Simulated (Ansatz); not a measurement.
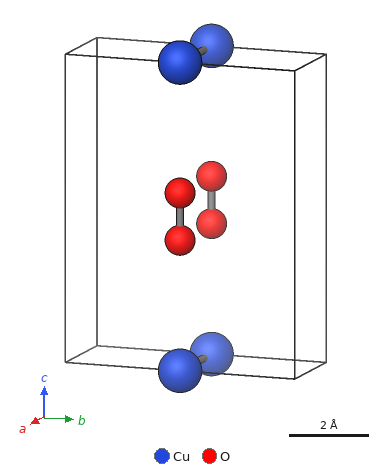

Shown here is a ball-and-stick view of the crystal, taken slightly off an axis. The wireframe shows the simulation cell. Cell: a = 2.295 Å, b = 6.191 Å, c = 7.957 Å, α = 90.00°, β = 90.00°, γ = 90.00°.

What can be read from this drawing?

The stoichiometry is CuO₂. Counting shared atoms by their share gives 1 Cu, 2 O, or 3 atoms. The Cu atoms are each bonded to two Cu in a linear arrangement at about 2.3 Å. O is coordinated by one O at about 1.2 Å.

The structure was taken from a structure listed in the Materials Project. Relaxation method: DFT PBE, scalar-relativistic, plane waves, PAW in Ansatz.
